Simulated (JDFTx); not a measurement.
Ca: geometry relaxation (part 1 of 2)

System: Ca (Fm-3m, 1 atom in the cell).
Method: Kohn-Sham DFT of a periodic cell, PBE, PseudoDojo-SR-PBE-0.5-standard, no spin polarisation (JDFTx 1.7.0 (patched build)).

The structure derives from an entry of the Crystallography Open Database.

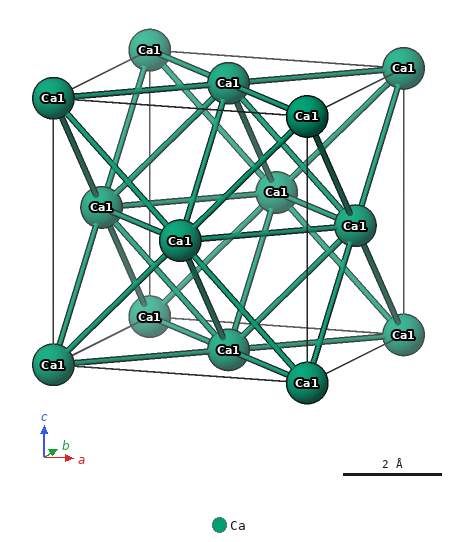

Fig. 1: The input geometry (ball-and-stick view of the cell 4 times as large as that of the calculation, set on its symmetry axes, seen slightly off an axis; atoms are numbered from 1 in the order of the input). An atom can appear more than once, as a periodic image. Near neighbours in the periodic cell (some may lie outside the picture): Ca has 12 Ca at 3.95 Å.

Input
```
lattice \
    0.0000000000     5.2802727374     5.2802727374 \
    5.2802727374     0.0000000000     5.2802727374 \
    5.2802727374     5.2802727374     0.0000000000
coords-type Cartesian
ion Ca     0.0000000000     0.0000000000     0.0000000000 1

ion-species pseudo/Ca.upf
elec-cutoff 34
elec-ex-corr gga-PBE
kpoint-folding 8 8 8
elec-smearing Fermi 0.0018374661
elec-n-bands 10
electronic-SCF nIterations 100 energyDiffThreshold 1e-09
electronic-minimize nIterations 30 energyDiffThreshold 1e-7
forces-output-coords Cartesian
lattice-minimize nIterations 40 energyDiffThreshold 1e-6

dump-name run.$VAR
dump End Ecomponents EigStats BandEigs Kpoints Forces Stress ElecDensity Dtot KEdensity
```

Launch command:
```bash
jdftx -c 1 -i Ca.in -o Ca.out
```

What the program printed
```
*************** JDFTx 1.7.0 (patched build) ***************

Input parsed successfully to the following command list (including defaults):
[... the input with its defaults ...]

---------- Setting up symmetries ----------

Found 48 point-group symmetries of the bravais lattice
Found 48 space-group symmetries with basis
Applied RMS atom displacement 0 bohrs to make symmetries exact.

---------- Initializing the Grid ----------
R =
[            0      5.28027      5.28027  ]
[      5.28027            0      5.28027  ]
[      5.28027      5.28027            0  ]
unit cell volume = 294.442
G =
[  -0.594968   0.594968   0.594968  ]
[   0.594968  -0.594968   0.594968  ]
[   0.594968   0.594968  -0.594968  ]
Minimum fftbox size, Smin = [  40  40  40  ]
Chosen fftbox size, S = [  40  40  40  ]

---------- Exchange Correlation functional ----------
Initalized PBE GGA exchange.
Initalized PBE GGA correlation.

---------- Setting up pseudopotentials ----------
Width of ionic core gaussian charges (only for fluid interactions / plotting) set to 0

Reading pseudopotential file 'pseudo/Ca.upf':
  'Ca' pseudopotential, 'PBE' functional
  Generated using ONCVPSP code by D. R. Hamann
  10 valence electrons, 3 orbitals, 6 projectors, 1001 radial grid points, with lMax = 2
    3S    l: 0   occupation:  2.0   eigenvalue: -1.730591
    3P    l: 1   occupation:  6.0   eigenvalue: -1.029278
    4S    l: 0   occupation:  2.0   eigenvalue: -0.138412
  Core radius for overlap checks: 1.78 bohrs.

Initialized 1 species with 1 total atoms.

Folded 1 k-points by 8x8x8 to 512 k-points.

---------- Setting up k-points, bands, fillings ----------
Reduced to 29 k-points under symmetry.
Computing the number of bands and number of electrons
Calculating initial fillings.
nElectrons:  10.000000   nBands: 10   nStates: 29

----- Setting up reduced wavefunction bases (one per k-point) -----
average nbasis = 2787.639 , ideal nbasis = 2788.120

---------- Setting up ewald sum ----------
Optimum gaussian width for ewald sums = 2.691898 bohr.
Real space sum over 2197 unit cells with max indices [  6  6  6  ]
Reciprocal space sum over 2197 terms with max indices [  6  6  6  ]

---------- Allocating electronic variables ----------
Initializing wave functions:  linear combination of atomic orbitals
Note: number of bands (10) exceeds available atomic orbitals (5)
Ca pseudo-atom occupations:   s ( 2 2 )  p ( 6 )
	FillingsUpdate:  mu: +0.264132563  nElectrons: 10.000000
LCAOMinimize: Iter:   0  F: -36.8276951259623999  |grad|_K:  9.033e-05  alpha:  1.000e+00
	FillingsUpdate:  mu: +0.264141286  nElectrons: 10.000000
LCAOMinimize: Iter:   1  F: -36.8277053641240713  |grad|_K:  3.921e-06  alpha:  8.666e-01  linmin: -6.805e-03  cgtest:  8.582e-02
LCAOMinimize: Encountered beta<0, resetting CG.
	FillingsUpdate:  mu: +0.264140636  nElectrons: 10.000000
LCAOMinimize: Iter:   2  F: -36.8277053865383195  |grad|_K:  1.490e-07  alpha:  1.005e+00  linmin: -1.484e-03  cgtest:  3.058e-03
	FillingsUpdate:  mu: +0.264140646  nElectrons: 10.000000
LCAOMinimize: Iter:   3  F: -36.8277053865664215  |grad|_K:  3.553e-09  alpha:  8.713e-01  linmin:  8.045e-03  cgtest: -6.957e-02
LCAOMinimize: Converged (|Delta F|<1.000000e-06 for 2 iters).

--------- Lattice Minimization ---------

-------- Electronic minimization -----------
Will mix electronic density at each iteration.
	FillingsUpdate:  mu: +0.264140646  nElectrons: 10.000000
	FillingsUpdate:  mu: +0.186208602  nElectrons: 10.000000
SCF: Cycle:  0   F: -36.882749686555115   dF: -5.504e-02   |Residual|: 1.050e-02   |deigs|: 1.338e-01
	FillingsUpdate:  mu: +0.177948062  nElectrons: 10.000000
SCF: Cycle:  1   F: -36.890556971315213   dF: -7.807e-03   |Residual|: 9.668e-03   |deigs|: 3.812e-02
	FillingsUpdate:  mu: +0.174487475  nElectrons: 10.000000
SCF: Cycle:  2   F: -36.893722128285027   dF: -3.165e-03   |Residual|: 1.230e-02   |deigs|: 2.033e-02
	FillingsUpdate:  mu: +0.173494678  nElectrons: 10.000000
SCF: Cycle:  3   F: -36.894580598669933   dF: -8.585e-04   |Residual|: 1.168e-02   |deigs|: 1.008e-02
	FillingsUpdate:  mu: +0.170772725  nElectrons: 10.000000
SCF: Cycle:  4   F: -36.894108955758377   dF: +4.716e-04   |Residual|: 2.738e-02   |deigs|: 1.317e-02
	FillingsUpdate:  mu: +0.174872363  nElectrons: 10.000000
SCF: Cycle:  5   F: -36.895002284522178   dF: -8.933e-04   |Residual|: 8.910e-03   |deigs|: 2.108e-02
	FillingsUpdate:  mu: +0.173941006  nElectrons: 10.000000
SCF: Cycle:  6   F: -36.895085689592982   dF: -8.341e-05   |Residual|: 3.258e-03   |deigs|: 5.524e-03
	FillingsUpdate:  mu: +0.173955914  nElectrons: 10.000000
SCF: Cycle:  7   F: -36.895096033620447   dF: -1.034e-05   |Residual|: 2.048e-03   |deigs|: 1.565e-03
	FillingsUpdate:  mu: +0.174223862  nElectrons: 10.000000
SCF: Cycle:  8   F: -36.895100754426970   dF: -4.721e-06   |Residual|: 5.810e-04   |deigs|: 1.457e-03
	FillingsUpdate:  mu: +0.174479952  nElectrons: 10.000000
SCF: Cycle:  9   F: -36.895094548734846   dF: +6.206e-06   |Residual|: 2.569e-03   |deigs|: 1.472e-03
	FillingsUpdate:  mu: +0.174130514  nElectrons: 10.000000
SCF: Cycle: 10   F: -36.895102418097835   dF: -7.869e-06   |Residual|: 2.075e-04   |deigs|: 2.044e-03
	FillingsUpdate:  mu: +0.174139504  nElectrons: 10.000000
SCF: Cycle: 11   F: -36.895102749653319   dF: -3.316e-07   |Residual|: 1.158e-04   |deigs|: 1.057e-03
	FillingsUpdate:  mu: +0.174171638  nElectrons: 10.000000
SCF: Cycle: 12   F: -36.895102899981481   dF: -1.503e-07   |Residual|: 1.515e-04   |deigs|: 1.037e-03
	FillingsUpdate:  mu: +0.174163827  nElectrons: 10.000000
SCF: Cycle: 13   F: -36.895103005581191   dF: -1.056e-07   |Residual|: 1.079e-04   |deigs|: 8.300e-04
	FillingsUpdate:  mu: +0.174156623  nElectrons: 10.000000
SCF: Cycle: 14   F: -36.895103067245131   dF: -6.166e-08   |Residual|: 1.042e-04   |deigs|: 6.754e-04
	FillingsUpdate:  mu: +0.174158687  nElectrons: 10.000000
SCF: Cycle: 15   F: -36.895103097129095   dF: -2.988e-08   |Residual|: 1.477e-04   |deigs|: 5.328e-04
	FillingsUpdate:  mu: +0.174161360  nElectrons: 10.000000
SCF: Cycle: 16   F: -36.895103107229488   dF: -1.010e-08   |Residual|: 2.196e-04   |deigs|: 3.922e-04
	FillingsUpdate:  mu: +0.174159324  nElectrons: 10.000000
SCF: Cycle: 17   F: -36.895103124788527   dF: -1.756e-08   |Residual|: 1.626e-04   |deigs|: 3.215e-04
	FillingsUpdate:  mu: +0.174158592  nElectrons: 10.000000
SCF: Cycle: 18   F: -36.895103135481875   dF: -1.069e-08   |Residual|: 8.544e-05   |deigs|: 2.416e-04
	FillingsUpdate:  mu: +0.174157324  nElectrons: 10.000000
SCF: Cycle: 19   F: -36.895103140946553   dF: -5.465e-09   |Residual|: 2.550e-05   |deigs|: 3.898e-04
	FillingsUpdate:  mu: +0.174157576  nElectrons: 10.000000
SCF: Cycle: 20   F: -36.895103142751537   dF: -1.805e-09   |Residual|: 3.554e-05   |deigs|: 5.285e-04
	FillingsUpdate:  mu: +0.174156668  nElectrons: 10.000000
SCF: Cycle: 21   F: -36.895103144316678   dF: -1.565e-09   |Residual|: 1.169e-05   |deigs|: 2.942e-04
	FillingsUpdate:  mu: +0.174156200  nElectrons: 10.000000
SCF: Cycle: 22   F: -36.895103145017401   dF: -7.007e-10   |Residual|: 1.511e-06   |deigs|: 1.242e-04
	FillingsUpdate:  mu: +0.174156143  nElectrons: 10.000000
SCF: Cycle: 23   F: -36.895103145399460   dF: -3.821e-10   |Residual|: 8.517e-07   |deigs|: 1.139e-04
SCF: Converged (|Delta E|<1.000000e-09 for 2 iters).

Setting wave functions to eigenvectors of Hamiltonian
# Lattice vectors:
R =
[            0      5.28027      5.28027  ]
[      5.28027            0      5.28027  ]
[      5.28027      5.28027            0  ]
unit cell volume = 294.442

# Strain tensor in Cartesian coordinates:
[            0            0            0  ]
[            0            0            0  ]
[            0            0            0  ]

# Stress tensor in Cartesian coordinates [Eh/a0^3]:
[   1.9841e-05            0            0  ]
[            0   1.9841e-05            0  ]
[            0            0   1.9841e-05  ]

# Ionic positions in cartesian coordinates:
ion Ca   0.000000000000000   0.000000000000000   0.000000000000000 1

# Forces in Cartesian coordinates:
force Ca  -0.000000000000000   0.000000000000000  -0.000000000000000 1

# Energy components:
   Eewald =      -21.7075059477485617
       EH =       10.0669352114496728
     Eloc =      -36.2623127250594237
      Enl =        3.3105920471008052
      Exc =       -7.2845511463404398
 Exc_core =        1.8173205792285618
       KE =       13.1648622364164822
-------------------------------------
     Etot =      -36.8946597449529037
       TS =        0.0004434004465545
-------------------------------------
        F =      -36.8951031453994602

LatticeMinimize: Iter:   0  F: -36.895103145399460  |grad|_K:  1.521e-03

#--- Lowdin population analysis ---
# oxidation-state Ca +0.504

-------- Electronic minimization -----------
Will mix electronic density at each iteration.
	FillingsUpdate:  mu: +0.174156143  nElectrons: 10.000000
	FillingsUpdate:  mu: +0.174256513  nElectrons: 10.000000
SCF: Cycle:  0   F: -36.895105410446341   dF: -2.840e-07   |Residual|: 1.160e-05   |deigs|: 4.202e-05
	FillingsUpdate:  mu: +0.174256269  nElectrons: 10.000000
SCF: Cycle:  1   F: -36.895105444611261   dF: -3.416e-08   |Residual|: 1.121e-05   |deigs|: 3.302e-05
	FillingsUpdate:  mu: +0.174256049  nElectrons: 10.000000
SCF: Cycle:  2   F: -36.895105445456757   dF: -8.455e-10   |Residual|: 7.637e-06   |deigs|: 5.704e-05
	FillingsUpdate:  mu: +0.174255510  nElectrons: 10.000000
SCF: Cycle:  3   F: -36.895105445936068   dF: -4.793e-10   |Residual|: 3.986e-06   |deigs|: 9.004e-05
SCF: Converged (|Delta E|<1.000000e-09 for 2 iters).

Setting wave functions to eigenvectors of Hamiltonian
LatticeMinimize: 	Wolfe criterion not satisfied: alpha: 1  (E-E0)/|gdotd0|: -0.994448  gdotd/gdotd0: 0.990935 (taking cubic step)

-------- Electronic minimization -----------
Will mix electronic density at each iteration.
	FillingsUpdate:  mu: +0.174255510  nElectrons: 10.000000
	FillingsUpdate:  mu: +0.174456652  nElectrons: 10.000000
SCF: Cycle:  0   F: -36.895109922925840   dF: -1.233e-06   |Residual|: 2.494e-05   |deigs|: 7.962e-05
	FillingsUpdate:  mu: +0.174456121  nElectrons: 10.000000
SCF: Cycle:  1   F: -36.895109966404696   dF: -4.348e-08   |Residual|: 2.451e-05   |deigs|: 4.863e-05
	FillingsUpdate:  mu: +0.174455702  nElectrons: 10.000000
SCF: Cycle:  2   F: -36.895109968791139   dF: -2.386e-09   |Residual|: 1.835e-05   |deigs|: 3.969e-05
	FillingsUpdate:  mu: +0.174454352  nElectrons: 10.000000
SCF: Cycle:  3   F: -36.895109970120927   dF: -1.330e-09   |Residual|: 7.164e-06   |deigs|: 9.549e-05
	FillingsUpdate:  mu: +0.174454679  nElectrons: 10.000000
SCF: Cycle:  4   F: -36.895109970459544   dF: -3.386e-10   |Residual|: 3.167e-06   |deigs|: 1.467e-04
	FillingsUpdate:  mu: +0.174454568  nElectrons: 10.000000
SCF: Cycle:  5   F: -36.895109970570203   dF: -1.107e-10   |Residual|: 3.888e-06   |deigs|: 2.628e-04
SCF: Converged (|Delta E|<1.000000e-09 for 2 iters).

Setting wave functions to eigenvectors of Hamiltonian
LatticeMinimize: 	Wolfe criterion not satisfied: alpha: 3  (E-E0)/|gdotd0|: -2.9503  gdotd/gdotd0: 0.963627 (taking cubic step)

-------- Electronic minimization -----------
Will mix electronic density at each iteration.
	FillingsUpdate:  mu: +0.174454568  nElectrons: 10.000000
	FillingsUpdate:  mu: +0.174856544  nElectrons: 10.000000
SCF: Cycle:  0   F: -36.895118690034082   dF: -5.106e-06   |Residual|: 6.619e-05   |deigs|: 2.079e-04
	FillingsUpdate:  mu: +0.174854929  nElectrons: 10.000000
SCF: Cycle:  1   F: -36.895118704521920   dF: -1.449e-08   |Residual|: 3.976e-05   |deigs|: 5.333e-05
	FillingsUpdate:  mu: +0.174852297  nElectrons: 10.000000
SCF: Cycle:  2   F: -36.895118714167467   dF: -9.646e-09   |Residual|: 2.300e-05   |deigs|: 1.175e-04
	FillingsUpdate:  mu: +0.174852716  nElectrons: 10.000000
SCF: Cycle:  3   F: -36.895118716503340   dF: -2.336e-09   |Residual|: 1.401e-05   |deigs|: 2.554e-04
	FillingsUpdate:  mu: +0.174852743  nElectrons: 10.000000
SCF: Cycle:  4   F: -36.895118717156734   dF: -6.534e-10   |Residual|: 1.464e-05   |deigs|: 3.705e-04
	FillingsUpdate:  mu: +0.174852844  nElectrons: 10.000000
SCF: Cycle:  5   F: -36.895118717352069   dF: -1.953e-10   |Residual|: 6.868e-06   |deigs|: 2.606e-04
SCF: Converged (|Delta E|<1.000000e-09 for 2 iters).

Setting wave functions to eigenvectors of Hamiltonian
LatticeMinimize: 	Wolfe criterion not satisfied: alpha: 7  (E-E0)/|gdotd0|: -6.73125  gdotd/gdotd0: 0.919085 (taking cubic step)

-------- Electronic minimization -----------
Will mix electronic density at each iteration.
	FillingsUpdate:  mu: +0.174852844  nElectrons: 10.000000
	FillingsUpdate:  mu: +0.175659201  nElectrons: 10.000000
SCF: Cycle:  0   F: -36.895134923451067   dF: -2.059e-05   |Residual|: 1.390e-04   |deigs|: 1.574e-04
	FillingsUpdate:  mu: +0.175655929  nElectrons: 10.000000
SCF: Cycle:  1   F: -36.895134958481250   dF: -3.503e-08   |Residual|: 8.280e-05   |deigs|: 6.318e-05
	FillingsUpdate:  mu: +0.175650377  nElectrons: 10.000000
SCF: Cycle:  2   F: -36.895134986839039   dF: -2.836e-08   |Residual|: 4.762e-05   |deigs|: 1.275e-04
	FillingsUpdate:  mu: +0.175651740  nElectrons: 10.000000
SCF: Cycle:  3   F: -36.895134994264239   dF: -7.425e-09   |Residual|: 2.114e-05   |deigs|: 1.606e-04
	FillingsUpdate:  mu: +0.175651680  nElectrons: 10.000000
SCF: Cycle:  4   F: -36.895134997179873   dF: -2.916e-09   |Residual|: 1.596e-05   |deigs|: 3.371e-04
	FillingsUpdate:  mu: +0.175649761  nElectrons: 10.000000
SCF: Cycle:  5   F: -36.895134997874997   dF: -6.951e-10   |Residual|: 1.060e-05   |deigs|: 3.819e-04
	FillingsUpdate:  mu: +0.175650422  nElectrons: 10.000000
SCF: Cycle:  6   F: -36.895134998185036   dF: -3.100e-10   |Residual|: 3.737e-06   |deigs|: 2.958e-04
SCF: Converged (|Delta E|<1.000000e-09 for 2 iters).

Setting wave functions to eigenvectors of Hamiltonian
# Lattice vectors:
R =
[            0      5.26982      5.26982  ]
[      5.26982            0      5.26982  ]
[      5.26982      5.26982            0  ]
unit cell volume = 292.697

# Strain tensor in Cartesian coordinates:
[  -0.00197873            0            0  ]
[            0  -0.00197873            0  ]
[            0            0  -0.00197873  ]
```
